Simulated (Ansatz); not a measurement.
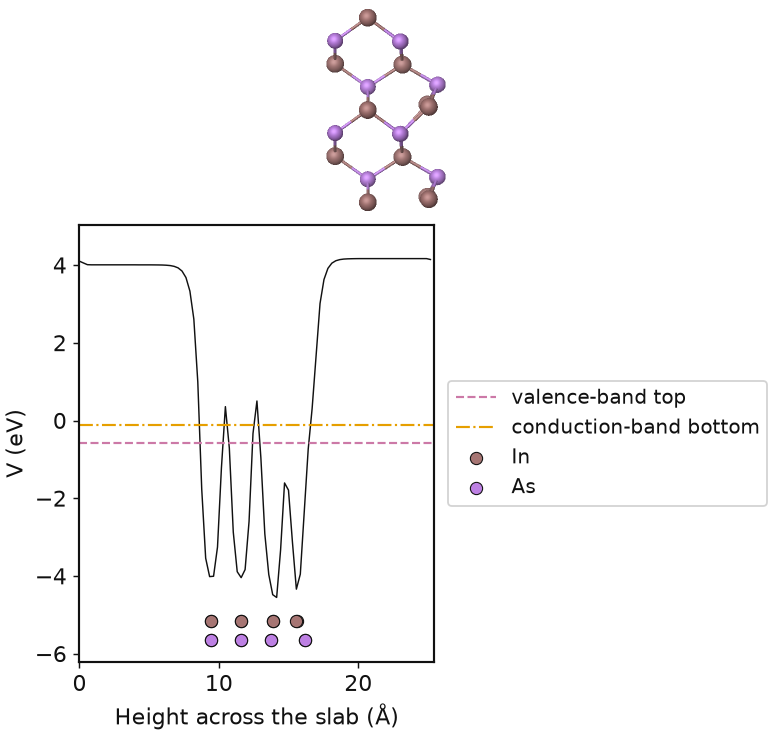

Plane-averaged electrostatic potential energy of an electron across the slab; circles at the bottom mark the heights of the atoms. The structure is drawn too.

System: a (110) slab cut from InAs (F-43m), ended by InAs planes, 16 atoms in the cell, the slab at its places in the relaxed adsorbed structure.

Method: DFT PBE+D3(BJ), scalar-relativistic, plane waves, PAW, no spin polarisation, 2×3×1 k mesh, Gaussian smearing of 0.1 eV (Ansatz).

Question: What are the ionisation potential and the electron affinity of the slab?

Answer: From the vacuum level at the right face the ionisation potential is 4.75 eV and the electron affinity 4.27 eV; at the left face they are 4.59 and 4.11 eV. The slab's gap, their difference before rounding, is 0.48 eV.

Question: How thick are slab and vacuum?

Answer: The outermost atoms are 6.8 Å apart, which leaves 18.7 Å of vacuum in a cell 25.5 Å high.

The atoms aren't at rest in this cell (largest force 1.3 eV/Å), so the relaxed material can differ.
